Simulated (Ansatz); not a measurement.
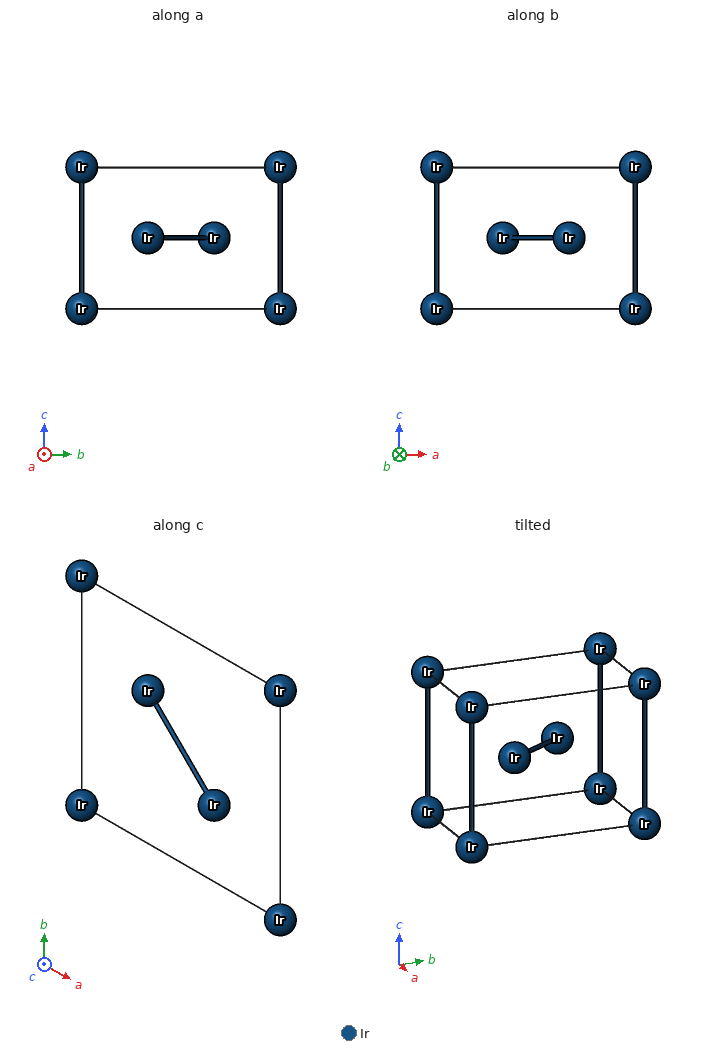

Figure: ball-and-stick view along the a axis, along the b axis, along the c axis and slightly off an axis. The frame is the conventional unit cell; atoms at its boundary are shown with their periodic copies.

Lattice parameters: a = 4.548 Å, b = 4.548 Å, c = 2.809 Å, α = 90.00°, β = 90.00°, γ = 120.00°. Put a along x and b in the xy plane.

Q: Transcribe the picture into a POSCAR file.

A:
```
Ir
1.0
     4.548    0.000    0.000
    -2.274    3.939    0.000
     0.000    0.000    2.809
Ir
3
Direct
  0.0000 0.0000 0.0000
  0.3333 0.6667 0.5000
  0.6667 0.3333 0.5000
```

It derives from a structure type filled with this element by a generator (whether the element takes this form wasn't checked). Earlier steps of the study may have refined or changed the cell and positions. An electronic-structure calculation with Ansatz was run on it.

At this level of theory the cell isn't at rest (stretched, at -27 GPa), so its distances can differ from those at equilibrium, the more so the softer the solid.
